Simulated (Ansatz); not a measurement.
System: Zr, space group Im-3m (No. 229).

Structure:
```yaml
crystal:
  lattice:
    - [-1.81000, 1.81000, 1.81000]
    - [1.81000, -1.81000, 1.81000]
    - [1.81000, 1.81000, -1.81000]
  atoms:
    - { symbol: Zr, position: [0.00000, 0.00000, 0.00000] }
```

Input of one of the runs behind the figure:
```
crystal:
  lattice:
    - [-1.81, 1.81, 1.81]
    - [1.81, -1.81, 1.81]
    - [1.81, 1.81, -1.81]
  atoms:
    - { symbol: Zr, position: [0.0, 0.0, 0.0] }
kpoints:
  mp_grid: { grid: [16, 16, 16] }
  band_path:
    path:
      - [0.0, 0.0, 0.0]
      - [0.5, -0.5, 0.5]
      - [0.0, 0.0, 0.5]
      - [0.0, 0.0, 0.0]
      - [0.25, 0.25, 0.25]
      - [0.5, -0.5, 0.5]
      - [0.25, 0.25, 0.25]
      - [0.0, 0.0, 0.5]
    npoints: 8
scf:
  occupations: { method: fermi_dirac, width: 0.03 }
hamiltonian:
  xc: pbe
  pseudopotentials: { kind: paw }
output:
  forces: true
  stress: true
  eigenvalues: true
  efg: { contact_densities: true }
  populations: true
  bader: true
  dos: { projected: true, de: 0.2, e_range: [-14, 8] }
```

Method: periodic Kohn-Sham DFT of a crystal at fixed atoms, scaled to the stated factor times the given cell; pressure positive in compression (Ansatz 0.2.0). Level: PBE.

```tsv
setting	value
method	frozen-core PAW
relativity	scalar
k mesh	16×16×16
occupations	Fermi–Dirac
smearing width	0.03 eV
wave cutoff	420 eV
PAW set	soft_2
```

V(given) is 23.72 Å³/atom.

What does the calculation give for the pressure against V/V(given)? The V/V(given) takes the values 0.950, 0.975, 1.000, 1.025, 1.050.

The pressure falls from 1.166 GPa at V/V(given) 0.950 to −6.649 GPa at 1.050, and changes sign near 0.963. The volume at zero pressure from a fit of the pressures is 22.8 Å³/atom. The bulk modulus from that fit is 87.2 GPa.

| V/V(given) | pressure (GPa) |
| --- | --- |
| 0.950 | 1.166 |
| 0.975 | −1.110 |
| 1.000 | −3.149 |
| 1.025 | −4.988 |
| 1.050 | −6.649 |

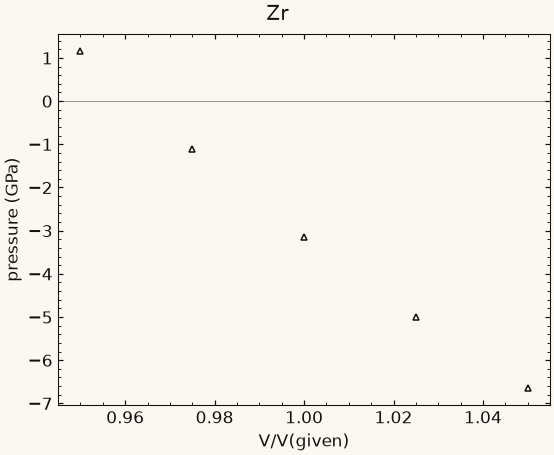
